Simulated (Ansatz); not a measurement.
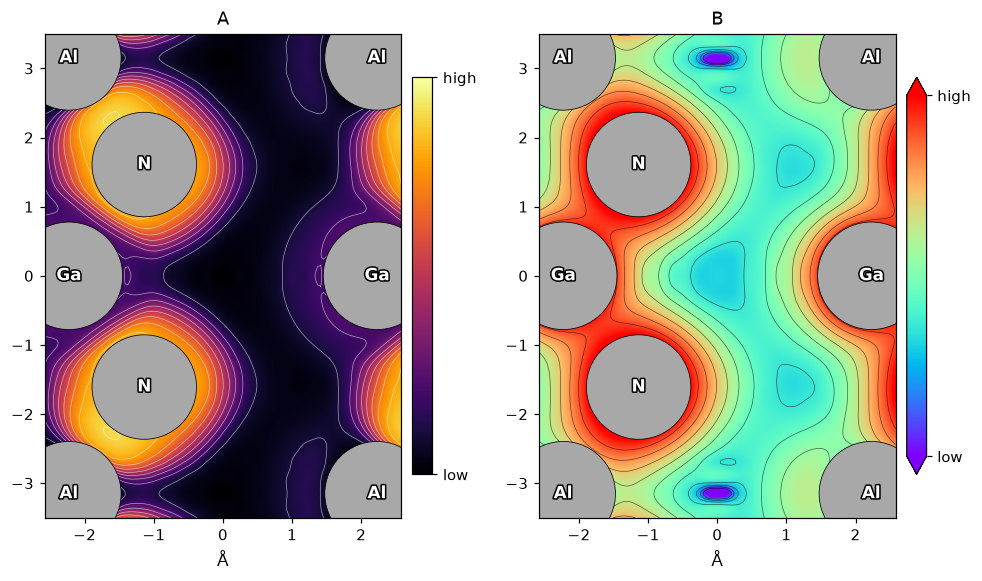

AlGa$_{3}$N$_{4}$: 2 fields on the (11̄0) plane of the conventional cell, with unlabelled colour scales. Grey discs cover the atomic cores.

Space group P-43m; a structure from a database of computed crystals, not necessarily the ambient phase; started from the database structure prototype, which need not be the ambient phase.

The calculation used DFT, r2SCAN+rVV10, plane waves, PAW (Ansatz 0.2.0).

```
Al Ga N
1.0
     4.45710    0.00000    0.00000
     0.00000    4.45710    0.00000
     0.00000    0.00000    4.45710
Al Ga N
1 3 4
Direct
  0.00000 0.00000 0.00000
  0.50000 0.50000 0.00000
  0.50000 0.00000 0.50000
  0.00000 0.50000 0.50000
  0.75532 0.75532 0.24468
  0.75532 0.24468 0.75532
  0.24468 0.75532 0.75532
  0.24468 0.24468 0.24468
```

The panels show electron localisation function and valence pseudo-density in some order. Assign them.

Answer. Panel A: electron localisation function. Panel B: valence pseudo-density. From the grid: Al–N (1.89 Å): ρ is about 0.7 e/Å³ halfway; the ELF peaks at about 0.90 between the atoms, as expected for a shared but strongly polarised pair. Ga–N (1.94 Å): ρ is about 0.75 e/Å³ halfway; the ELF peaks at about 0.85 in the valence shell of N, 0.7 Å from its nucleus, and is about 0.45 at the midpoint.
